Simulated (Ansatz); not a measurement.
## Geometry relaxation, with input and output: C$_{10}$O (part 1 of 2)

- system: C$_{10}$O (slab, 11 atoms in the cell)
- method: DFT PBE+D3(BJ), scalar-relativistic, plane waves, PAW, no spin polarisation (Ansatz 0.2.0)

The structure derives from a Materials Project entry. The input holds or restrains some coordinates. Forces given for the steps count only the free coordinates. It belongs to a series of runs on one base structure; here: O over the place (0/4, 1/4) of the surface cell, its height relaxed.

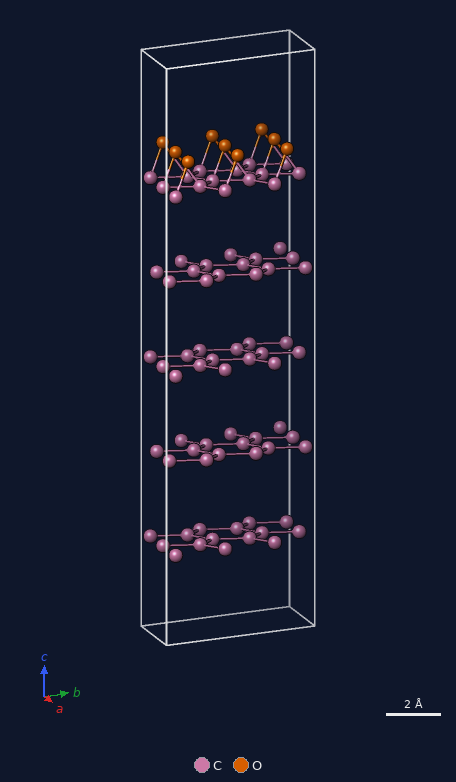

Figure 1. The input geometry (ball-and-stick view of the 2 × 3 repeat of the cell, with the vacuum cut short, seen slightly off an axis). An atom can appear more than once, as a periodic image. Near neighbours in the periodic cell (some may lie outside the picture): C has 3 C at 1.42 Å; C has 3 C at 1.42 Å and 1 O at 1.42 to 1.59 Å; O has 2 C at 1.42 to 1.59 Å.

Input
```yaml
crystal:
  lattice:
    - [2.4655379958, 0.0, 0.0]
    - [-1.2327689979, 2.1341461202, 0.0]
    - [0.0, 0.0, 32.5979677131]
  atoms:
    - { symbol: C, position: [0.0833101794, 0.1666203587, 0.2607524516] }
    - { symbol: C, position: [0.4166898207, 0.8333796413, 0.2607524516] }
    - { symbol: C, position: [0.5833101794, 0.1666203587, 0.3650391123] }
    - { symbol: C, position: [0.9166898206, 0.8333796413, 0.3650391123] }
    - { symbol: C, position: [0.0833101794, 0.1666203587, 0.469323241] }
    - { symbol: C, position: [0.4166898207, 0.8333796413, 0.469323241] }
    - { symbol: C, position: [0.5833101794, 0.1666203587, 0.5736099016] }
    - { symbol: C, position: [0.9166898206, 0.8333796413, 0.5736099016] }
    - { symbol: C, position: [0.0833101794, 0.1666203587, 0.6778940303] }
    - { symbol: C, position: [0.4166898207, 0.8333796413, 0.6778940303] }
    - { symbol: O, position: [0.0833101794, 0.4166203587, 0.7171602819] }
basis:
  ecutwfc: 420
kpoints:
  mp_grid: { grid: [12, 12, 1] }
hamiltonian:
  xc: pbe
  dispersion: d3bj
scf:
  occupations: { method: gaussian, width: 0.1 }
output:
  forces: true
  eigenvalues: true
  write_density: true
  write_potential: true
  elf: true
  volumetric_format: npy
relax:
  adjacent_minimum: "off"
  f_tol: 0.02
  max_steps: 25
  constraints: [{ sites: [0, 1, 2, 3, 4, 5, 6, 7, 8, 9] }, { site: 10, fix: xy }]
efield:
  axis: 3
  dipole_correction: true
  ramp_width: 0.04
```

Hardware: 2 threads of AMD EPYC (Zen 5), 32 GiB of memory available, shared host.

Command:
```bash
ansatz run input.yaml --threads 2 --pin off --max-ram 5120MiB --backend cpu --events-out ev --progress --plain --runs-dir out
```

What the program printed
```
Engine: ansatz 0.2.0, x86_64-unknown-linux-gnu
Pseudopotentials: kind: paw
Pseudopotential: C, paw, valence charge 4, recommended cutoff 420 eV (normal), C.paw.azcp
Pseudopotential: O, paw, valence charge 6, recommended cutoff 420 eV (normal), O.paw.azcp
Functional definition: PBE
  parameter kappa = 0.804
  parameter beta = 0.06672455060314922
  exchange = pbe_x(kappa = kappa, mu = beta*pi^2/3)
  correlation = pbe_c(beta = beta)
Crystal: 11 atoms, lattice volume = 171.525 Å³
Basis set: ecut = 420 eV, 3239 PW (Γ), exchange–correlation on 36×36×450 points (8 copies of the dense FFT grid, shifted against one another)
Bands: 34, of which v1, the nominal top of the filled ones, is band 23 counted from 1 (22 counted from 0)
Symmetry: 1 space group operations
Space group: P1 (ITA 1), of the structure as read, at distance tolerance 5.6e-5 Å
k-points: 74 of 144 (time reversal used)
Non-local potential: C, projectors of the file, l = 0: 2, l = 1: 2, l = 2: 1
Non-local potential: O, projectors of the file, l = 0: 2, l = 1: 2, l = 2: 1
PAW form: soft (Blöchl's): semilocal exchange-correlation on the pseudo side does not see the compensation charge
PAW one-centre angular grid: C, 110 points (default); XC on 64 Gauss nodes
PAW one-centre angular grid: O, 110 points (default); XC on 64 Gauss nodes
Initial density: superposition of atomic densities (neutral atoms: chi_scale 0, normalization atom), corrected by the library's trained network
Initial wavefunctions: pseudopotential atomic-orbital guess
Functional: x = pbe(κ = 0.804, μ = 0.2195149727645171), c = pbe(β = 0.06672455060314922)
SCF iter   1: F=—  HF=-3073.923750 eV  |F-HF|=—  |Δ(HF+E_count)|=         —  Δρ=1.21e-2  dr2=1.04e0  ethr=1.77e-3  p=-0.185 e·Å  D=-1.95e-1 V/Å  ΔV_dip=6.36 eV  dr2_dipole=5.58e-1  V_vac-E_F(+/−)=10.38/4.02 eV  ⟨swp⟩=11.2  Hψ=17665  notcnv=0  defer=57
efield: sawtooth ramp at fractional position 0.9690 (placed from the atoms, in the widest stretch of the axis that holds none; the zero of the levels goes with the place), width 0.0400; the density the first Hamiltonian is built on has a dipole p = -0.185 e·Å; the dipole correction subtracts the counter field D = -1.95e-1 V/Å, which shifts the + side's vacuum level by +6.36 eV against the − side's; the planar-averaged density in the ramp window peaks in size at 2.3e-5 e/Å³
preconditioner: auto → LDOS  [metal: Δε(μ)=0.045 eV  Ē_g=15.596 eV  σ=0.100 eV  W_gap=0.25  n_scr=22 (ndim 8)  ℏωp=19.2 eV  f_vac=0.450  D(μ)=0.92/eV (n_scr^D=10)  β→1.0]
SCF iter   2: F=—  HF=-3073.887312 eV  |F-HF|=—  |Δ(HF+E_count)|=   3.64e-2  Δρ=1.08e-2  dr2=4.69e-1  ethr=1.77e-3  p=-0.045 e·Å  D=-4.72e-2 V/Å  ΔV_dip=1.54 eV  dr2_dipole=2.06e-1  V_vac-E_F(+/−)=6.62/5.08 eV  ⟨swp⟩=3.9  Hψ=4590  notcnv=0  defer=360
SCF iter   3: F=—  HF=-3073.821240 eV  |F-HF|=—  |Δ(HF+E_count)|=   6.61e-2  Δρ=2.21e-3  dr2=9.20e-2  ethr=1.02e-3  p=-0.080 e·Å  D=-8.49e-2 V/Å  ΔV_dip=2.77 eV  dr2_dipole=5.13e-2  V_vac-E_F(+/−)=7.12/4.35 eV  ⟨swp⟩=2.8  Hψ=3814  notcnv=0  defer=335
SCF iter   4: F=—  HF=-3073.808743 eV  |F-HF|=—  |Δ(HF+E_count)|=   1.25e-2  Δρ=2.48e-3  dr2=6.06e-2  ethr=2.00e-4  p=-0.094 e·Å  D=-9.88e-2 V/Å  ΔV_dip=3.22 eV  dr2_dipole=3.59e-2  V_vac-E_F(+/−)=7.58/4.36 eV  ⟨swp⟩=1.8  Hψ=3270  notcnv=0  defer=320
SCF iter   5: F=—  HF=-3073.803924 eV  |F-HF|=—  |Δ(HF+E_count)|=   4.82e-3  Δρ=5.23e-4  dr2=1.54e-3  ethr=1.32e-4  p=-0.102 e·Å  D=-1.07e-1 V/Å  ΔV_dip=3.49 eV  dr2_dipole=6.26e-4  V_vac-E_F(+/−)=7.74/4.24 eV  ⟨swp⟩=1.8  Hψ=2449  notcnv=0  defer=318
SCF iter   6: F=—  HF=-3073.803925 eV  |F-HF|=—  |Δ(HF+E_count)|=   1.15e-6  Δρ=3.37e-4  dr2=1.36e-3  ethr=3.35e-6  p=-0.100 e·Å  D=-1.05e-1 V/Å  ΔV_dip=3.42 eV  dr2_dipole=8.12e-4  V_vac-E_F(+/−)=7.70/4.28 eV  ⟨swp⟩=2.1  Hψ=3821  notcnv=0  defer=307
SCF iter   7: F=—  HF=-3073.803923 eV  |F-HF|=—  |Δ(HF+E_count)|=   1.80e-6  Δρ=1.73e-4  dr2=5.91e-4  ethr=2.95e-6  p=-0.100 e·Å  D=-1.05e-1 V/Å  ΔV_dip=3.44 eV  dr2_dipole=3.60e-4  V_vac-E_F(+/−)=7.68/4.25 eV  ⟨swp⟩=1.1  Hψ=2118  notcnv=0  defer=306
SCF iter   8: F=—  HF=-3073.803912 eV  |F-HF|=—  |Δ(HF+E_count)|=   1.16e-5  Δρ=8.06e-5  dr2=1.62e-4  ethr=1.28e-6  p=-0.100 e·Å  D=-1.05e-1 V/Å  ΔV_dip=3.42 eV  dr2_dipole=1.12e-4  V_vac-E_F(+/−)=7.68/4.25 eV  ⟨swp⟩=1.0  Hψ=2102  notcnv=0  defer=306
iter 9 did not close the SCF: its close was put off until two iterations running show no level that it waits for move by more than its bar (scf_convergence_deferred on its scf_iter line)
SCF iter   9: F=-3073.803904 eV  HF=-3073.803907 eV  |F-HF|=2.68e-6  |Δ(HF+E_count)|=   5.22e-6  Δρ=1.15e-5  dr2=1.94e-6  ethr=2.17e-8  p=-0.099 e·Å  D=-1.05e-1 V/Å  ΔV_dip=3.41 eV  dr2_dipole=1.09e-6  V_vac-E_F(+/−)=7.67/4.26 eV  ⟨swp⟩=31.3  Hψ=29155  notcnv=0
iter 10 did not close the SCF: its close was put off until two iterations running show no level that it waits for move by more than its bar (scf_convergence_deferred on its scf_iter line)
SCF iter  10: F=-3073.803907 eV  HF=-3073.803907 eV  |F-HF|=3.95e-9  |Δ(HF+E_count)|=   1.47e-7  Δρ=2.97e-6  dr2=4.19e-8  ethr=4.23e-9  p=-0.099 e·Å  D=-1.05e-1 V/Å  ΔV_dip=3.41 eV  dr2_dipole=2.59e-8  V_vac-E_F(+/−)=7.67/4.26 eV  ⟨swp⟩=13.9  Hψ=19697  notcnv=0
SCF iter  11: F=-3073.803907 eV  HF=-3073.803907 eV  |F-HF|=3.67e-9  |Δ(HF+E_count)|=   4.53e-8  Δρ=1.05e-6  dr2=3.69e-9  ethr=9.11e-11  p=-0.099 e·Å  D=-1.05e-1 V/Å  ΔV_dip=3.41 eV  dr2_dipole=9.66e-10  V_vac-E_F(+/−)=7.67/4.26 eV  ⟨swp⟩=11.9  Hψ=17842  notcnv=0
SCF 1 converged in 11 iterations: F = -3073.803907 eV  dr2 = 3.69e-9
  greatest PAW one-centre occupation: 0.890 electrons in one spin orbital (limit 2), on the O atom at site 10 (counted from 0), in its partial waves of l = 0
relax step   1: F+E_penalty+E_count = -3073.80390673 eV  Δ(F+E_penalty+E_count) = +0.000e0 eV  max|allowed force component| = 2.061e-1 eV/Å  Δτ_max = 0.0000 Å  (11 SCF iters, dr2 threshold 1.00e-5 eV, accepted)
Initial density: handed on by an earlier stage of this run
Initial wavefunctions: those handed on with the density
iter 1 solved again at ethr=1.12e-6 eV; its pass at ethr=3.10e-3 eV (dr2=5.14e-4 eV) is discarded
SCF iter   1: F=—  HF=-3073.804371 eV  |F-HF|=—  |Δ(HF+E_count)|=         —  Δρ=4.22e-4  dr2=5.18e-4  ethr=1.12e-6  p=-0.099 e·Å  D=-1.05e-1 V/Å  ΔV_dip=3.41 eV  dr2_dipole=2.94e-4  V_vac-E_F(+/−)=7.66/4.25 eV  ⟨swp⟩=1.8  Hψ=6964  notcnv=0
efield: sawtooth ramp at fractional position 0.9690 (handed on by an earlier solve), width 0.0400; the density the first Hamiltonian is built on has a dipole p = -0.099 e·Å; the dipole correction subtracts the counter field D = -1.05e-1 V/Å, which shifts the + side's vacuum level by +3.41 eV against the − side's; the planar-averaged density in the ramp window peaks in size at 1.5e-6 e/Å³
preconditioner: auto → LDOS  [metal: Δε(μ)=0.024 eV  Ē_g=15.624 eV  σ=0.100 eV  W_gap=0.14  n_scr=22 (ndim 8)  ℏωp=19.2 eV  f_vac=0.451  D(μ)=0.60/eV (n_scr^D=8)  β→1.0]
SCF iter   2: F=—  HF=-3073.804313 eV  |F-HF|=—  |Δ(HF+E_count)|=   5.75e-5  Δρ=1.41e-4  dr2=2.19e-5  ethr=1.12e-6  p=-0.099 e·Å  D=-1.05e-1 V/Å  ΔV_dip=3.41 eV  dr2_dipole=5.49e-9  V_vac-E_F(+/−)=7.67/4.26 eV  ⟨swp⟩=2.0  Hψ=3159  notcnv=0
SCF iter   3: F=—  HF=-3073.804323 eV  |F-HF|=—  |Δ(HF+E_count)|=   1.04e-5  Δρ=4.20e-5  dr2=6.34e-6  ethr=5.77e-9  p=-0.099 e·Å  D=-1.04e-1 V/Å  ΔV_dip=3.40 eV  dr2_dipole=3.34e-8  V_vac-E_F(+/−)=7.66/4.26 eV  ⟨swp⟩=21.9  Hψ=28918  notcnv=0
iter 4 did not close the SCF: its close was put off until two iterations running show no level that it waits for move by more than its bar (scf_convergence_deferred on its scf_iter line)
SCF iter   4: F=-3073.804322 eV  HF=-3073.804323 eV  |F-HF|=3.96e-7  |Δ(HF+E_count)|=   5.49e-7  Δρ=1.73e-5  dr2=9.76e-7  ethr=5.77e-9  p=-0.099 e·Å  D=-1.04e-1 V/Å  ΔV_dip=3.40 eV  dr2_dipole=6.69e-8  V_vac-E_F(+/−)=7.66/4.26 eV  ⟨swp⟩=18.0  Hψ=23550  notcnv=0
SCF iter   5: F=-3073.804323 eV  HF=-3073.804323 eV  |F-HF|=5.38e-7  |Δ(HF+E_count)|=   1.27e-7  Δρ=4.04e-6  dr2=1.94e-8  ethr=2.12e-9  p=-0.099 e·Å  D=-1.04e-1 V/Å  ΔV_dip=3.40 eV  dr2_dipole=2.97e-9  V_vac-E_F(+/−)=7.66/4.26 eV  ⟨swp⟩=11.1  Hψ=19368  notcnv=0
SCF 2 converged in 5 iterations: F = -3073.804323 eV  dr2 = 1.94e-8
relax step   2: F+E_penalty+E_count = -3073.80432327 eV  Δ(F+E_penalty+E_count) = -4.165e-4 eV  max|allowed force component| = 1.243e-1 eV/Å  Δτ_max = 0.0025 Å  (5 SCF iters, dr2 threshold 2.65e-6 eV, accepted)
SCF iter   1: F=—  HF=-3073.804726 eV  |F-HF|=—  |Δ(HF+E_count)|=         —  Δρ=6.47e-4  dr2=1.26e-3  ethr=2.62e-5  p=-0.099 e·Å  D=-1.04e-1 V/Å  ΔV_dip=3.40 eV  dr2_dipole=7.12e-4  V_vac-E_F(+/−)=7.65/4.24 eV  ⟨swp⟩=1.5  Hψ=3775  notcnv=0  defer=10
efield: sawtooth ramp at fractional position 0.9690 (handed on by an earlier solve), width 0.0400; the density the first Hamiltonian is built on has a dipole p = -0.099 e·Å; the dipole correction subtracts the counter field D = -1.04e-1 V/Å, which shifts the + side's vacuum level by +3.40 eV against the − side's; the planar-averaged density in the ramp window peaks in size at 1.5e-6 e/Å³
preconditioner: auto → LDOS  [metal: Δε(μ)=0.034 eV  Ē_g=15.615 eV  σ=0.100 eV  W_gap=0.19  n_scr=22 (ndim 8)  ℏωp=19.2 eV  f_vac=0.451  D(μ)=0.62/eV (n_scr^D=8)  β→1.0]
SCF iter   2: F=—  HF=-3073.804629 eV  |F-HF|=—  |Δ(HF+E_count)|=   9.68e-5  Δρ=2.06e-4  dr2=5.29e-5  ethr=2.74e-6  p=-0.099 e·Å  D=-1.05e-1 V/Å  ΔV_dip=3.41 eV  dr2_dipole=3.74e-7  V_vac-E_F(+/−)=7.67/4.26 eV  ⟨swp⟩=2.0  Hψ=4008  notcnv=0  defer=15
SCF iter   3: F=—  HF=-3073.804565 eV  |F-HF|=—  |Δ(HF+E_count)|=   6.36e-5  Δρ=6.32e-5  dr2=2.03e-5  ethr=1.15e-7  p=-0.098 e·Å  D=-1.04e-1 V/Å  ΔV_dip=3.39 eV  dr2_dipole=2.87e-7  V_vac-E_F(+/−)=7.64/4.26 eV  ⟨swp⟩=2.9  Hψ=4113  notcnv=0  defer=15
SCF iter   4: F=—  HF=-3073.804563 eV  |F-HF|=—  |Δ(HF+E_count)|=   2.03e-6  Δρ=2.81e-5  dr2=3.01e-6  ethr=4.40e-8  p=-0.099 e·Å  D=-1.04e-1 V/Å  ΔV_dip=3.39 eV  dr2_dipole=2.17e-7  V_vac-E_F(+/−)=7.65/4.26 eV  ⟨swp⟩=2.0  Hψ=3289  notcnv=0  defer=15
iter 5 did not close the SCF: its close was put off until two iterations running show no level that it waits for move by more than its bar (scf_convergence_deferred on its scf_iter line)
SCF iter   5: F=-3073.804564 eV  HF=-3073.804563 eV  |F-HF|=8.44e-7  |Δ(HF+E_count)|=   2.37e-7  Δρ=6.94e-6  dr2=9.55e-8  ethr=2.10e-9  p=-0.099 e·Å  D=-1.04e-1 V/Å  ΔV_dip=3.39 eV  dr2_dipole=1.33e-8  V_vac-E_F(+/−)=7.65/4.26 eV  ⟨swp⟩=20.5  Hψ=23380  notcnv=0
iter 6 did not close the SCF: its close was put off until two iterations running show no level that it waits for move by more than its bar (scf_convergence_deferred on its scf_iter line)
SCF iter   6: F=-3073.804564 eV  HF=-3073.804564 eV  |F-HF|=1.06e-7  |Δ(HF+E_count)|=   8.24e-7  Δρ=1.08e-6  dr2=2.80e-9  ethr=2.08e-10  p=-0.099 e·Å  D=-1.04e-1 V/Å  ΔV_dip=3.39 eV  dr2_dipole=2.84e-10  V_vac-E_F(+/−)=7.65/4.26 eV  ⟨swp⟩=13.9  Hψ=19619  notcnv=0
SCF iter   7: F=-3073.804564 eV  HF=-3073.804564 eV  |F-HF|=2.32e-9  |Δ(HF+E_count)|=   1.06e-7  Δρ=2.70e-7  dr2=1.62e-10  ethr=6.09e-12  p=-0.099 e·Å  D=-1.04e-1 V/Å  ΔV_dip=3.39 eV  dr2_dipole=3.78e-11  V_vac-E_F(+/−)=7.65/4.26 eV  ⟨swp⟩=11.6  Hψ=17143  notcnv=0
SCF 3 converged in 7 iterations: F = -3073.804564 eV  dr2 = 1.62e-10
  greatest PAW one-centre occupation: 0.891 electrons in one spin orbital (limit 2), on the O atom at site 10 (counted from 0), in its partial waves of l = 0
relax step   3: F+E_penalty+E_count = -3073.80456389 eV  Δ(F+E_penalty+E_count) = -2.406e-4 eV  max|allowed force component| = 1.280e-3 eV/Å  Δτ_max = 0.0038 Å  (7 SCF iters, dr2 threshold 9.65e-7 eV, accepted)
iter 1 solved again at ethr=2.57e-12 eV; its pass at ethr=3.10e-3 eV (dr2=1.18e-9 eV) is discarded
SCF iter   1: F=—  HF=-3073.804577 eV  |F-HF|=—  |Δ(HF+E_count)|=         —  Δρ=8.95e-7  dr2=9.32e-10  ethr=2.57e-12  p=-0.099 e·Å  D=-1.04e-1 V/Å  ΔV_dip=3.39 eV  dr2_dipole=1.09e-10  V_vac-E_F(+/−)=7.65/4.26 eV  ⟨swp⟩=2.5  Hψ=8484  notcnv=0
efield: sawtooth ramp at fractional position 0.9690 (handed on by an earlier solve), width 0.0400; the density the first Hamiltonian is built on has a dipole p = -0.099 e·Å; the dipole correction subtracts the counter field D = -1.04e-1 V/Å, which shifts the + side's vacuum level by +3.39 eV against the − side's; the planar-averaged density in the ramp window peaks in size at 1.5e-6 e/Å³
preconditioner: auto → LDOS  [metal: Δε(μ)=0.108 eV  Ē_g=15.619 eV  σ=0.100 eV  W_gap=0.46  n_scr=22 (ndim 8)  ℏωp=19.2 eV  f_vac=0.451  D(μ)=0.58/eV (n_scr^D=8)  β→1.0]
SCF iter   2: F=-3073.804564 eV  HF=-3073.804564 eV  |F-HF|=3.04e-9  |Δ(HF+E_count)|=   1.29e-5  Δρ=9.02e-7  dr2=1.84e-9  ethr=2.03e-12  p=-0.099 e·Å  D=-1.04e-1 V/Å  ΔV_dip=3.39 eV  dr2_dipole=1.38e-10  V_vac-E_F(+/−)=7.65/4.26 eV  ⟨swp⟩=11.2  Hψ=18028  notcnv=0
SCF 4 converged in 2 iterations: F = -3073.804564 eV  dr2 = 1.84e-9
relax step   4: F+E_penalty+E_count = -3073.80456389 eV  Δ(F+E_penalty+E_count) = +1.400e-9 eV  max|allowed force component| = 1.273e-3 eV/Å  Δτ_max = 0.0000 Å  (2 SCF iters, accepted)
```

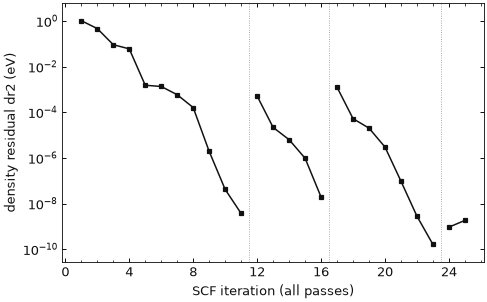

Figure 2. Convergence of the self-consistent field: density residual dr2 against the SCF iteration. The dotted lines part the SCF passes of the relaxation: geometry steps, rejected trials and re-solves on a re-selected basis. The passes take 11, 5, 7 and 2 iterations.
